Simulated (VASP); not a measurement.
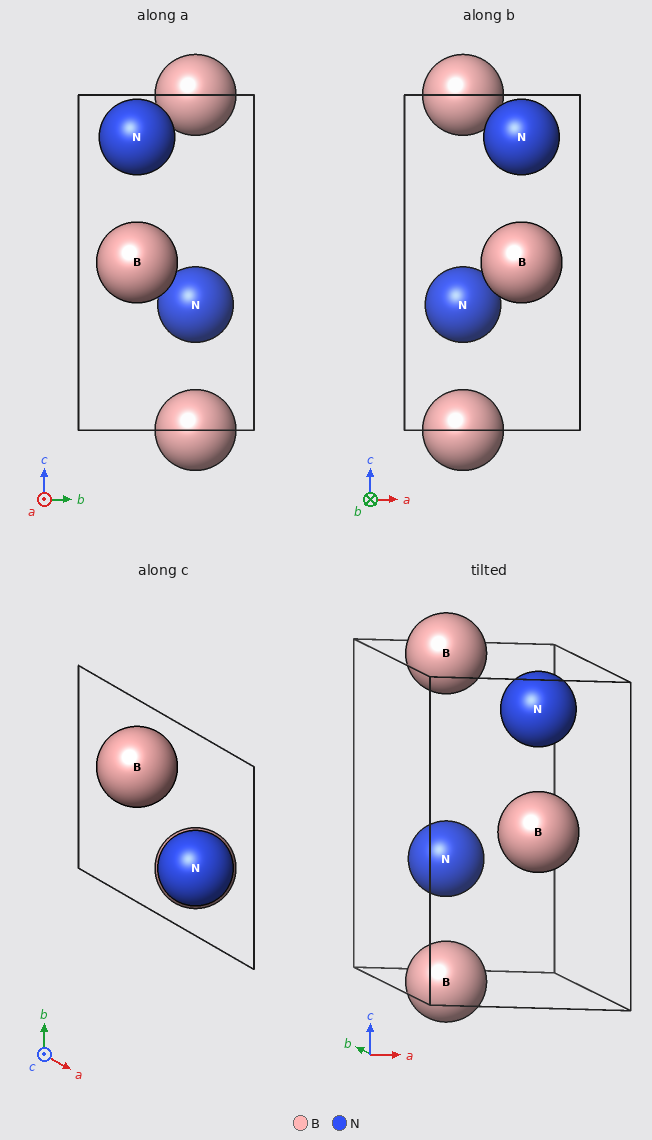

The crystal in a spheres-only representation, seen along the a axis, along the b axis, along the c axis and slightly off an axis. The box is the conventional unit cell; atoms on or close to its faces, edges and corners are drawn wherever they repeat.

Lattice parameters: a = 2.5185 Å, b = 2.5185 Å, c = 4.1657 Å, α = 90.000°, β = 90.000°, γ = 120.000°.

Transcribe the picture into a CIF in P1 with every atom of the cell.

Answer.
```cif
data_structure
_symmetry_space_group_name_H-M 'P 1'
_symmetry_Int_Tables_number 1
_cell_length_a 2.5185
_cell_length_b 2.5185
_cell_length_c 4.1657
_cell_angle_alpha 90.000
_cell_angle_beta 90.000
_cell_angle_gamma 120.000
_cell_volume 22.88
loop_
_atom_site_label
_atom_site_type_symbol
_atom_site_fract_x
_atom_site_fract_y
_atom_site_fract_z
_atom_site_occupancy
B1 B 0.3333 0.6667 0.0003 1
B2 B 0.6667 0.3333 0.5003 1
N1 N 0.3333 0.6667 0.3747 1
N2 N 0.6667 0.3333 0.8747 1
```

The initial geometry was a structure type filled with these elements by a generator (whether the compound takes this form wasn't checked). The cell was then strained or its atoms displaced on purpose. An electronic-structure calculation with VASP was run on it.

At this level of theory the cell isn't at rest (compressed, at 17 GPa), so its distances can differ from those at equilibrium, the more so the softer the solid.
